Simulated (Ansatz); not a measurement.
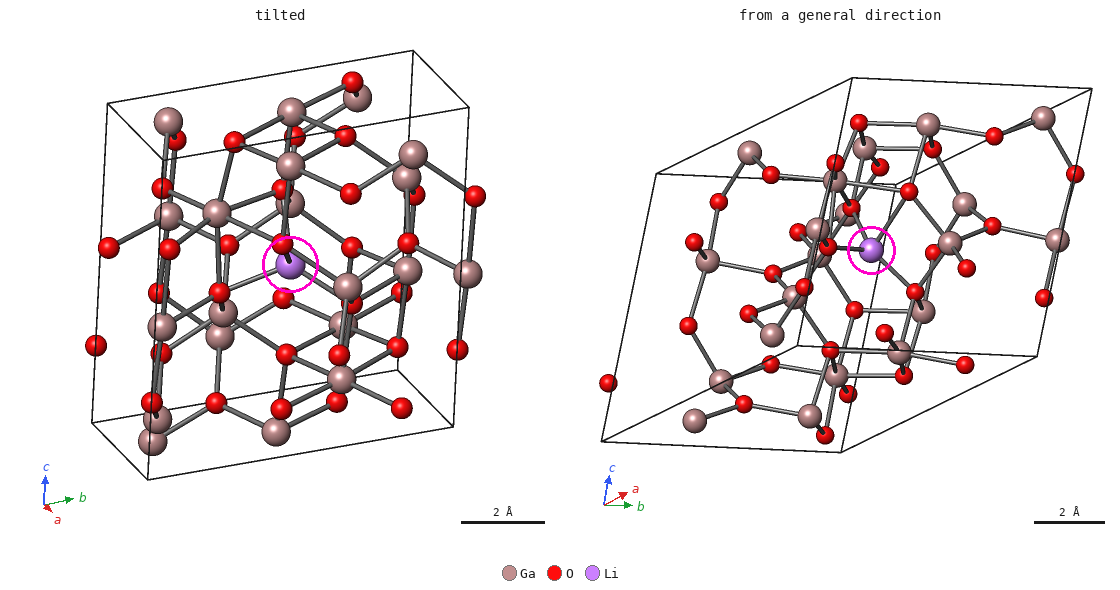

The crystal in a ball-and-stick representation, seen slightly off an axis and from a general direction. The supercell is outlined; an atom on or near a face, edge or corner is repeated at each equivalent position. The host is Ga$_{2}$O$_{3}$, in a cell of 40 sites, and the cell is neutral. A ring marks the defect's site.

**What imperfection does the supercell contain?**

An interstitial lithium atom. It is bonded to four O at about 1.8 to 2.2 Å.

Theory: DFT PBE, scalar-relativistic, plane waves, PAW in Ansatz. Numerical settings: plane waves up to 420 eV, 2×2×2 k-mesh, Gaussian smearing of 0.02 eV, collinear spins.

**Does the cell have a net magnetic moment?**

No net moment.

The atoms were relaxed in the host's cell with DFT PBE, scalar-relativistic, plane waves, PAW (Ansatz 0.2.0).
